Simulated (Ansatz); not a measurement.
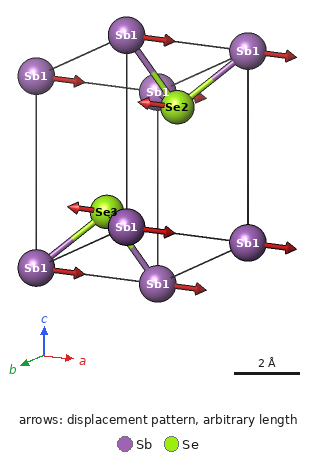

The lowest optical mode of crystalline SbSe2 (a generated structure), space group P-3m1 (No. 164), at the zone centre. Displacements are drawn as red arrows; their common scale and sign are arbitrary. Style: ball-and-stick. Shown: the cell of the calculation, from a free direction.

Theory: DFT PBE, scalar-relativistic, plane waves, PAW in Ansatz. Settings: plane-wave cutoff 420 eV; k-point mesh 12 × 12 × 8; occupations fermi dirac; smearing width 0.15 eV; no spin polarisation.

The frequencies depend somewhat on the k-mesh and the smearing.

Question: Is the structure stable against all modes at this point?

Answer: Yes: this softest mode has a real frequency, and so have all others here. That speaks for this wave vector alone: the rest of the zone wasn't checked in this run. This is the E_u mode (doubly degenerate; one member of the set is drawn) at 113 cm⁻¹, the lowest optical level, infrared-active by symmetry. The Sb sublattice moves against the Se sublattice, along a; the kinetic energy is shared as Sb 56 %, Se 44 %. The crystal is a metal, so free carriers screen the infrared response.
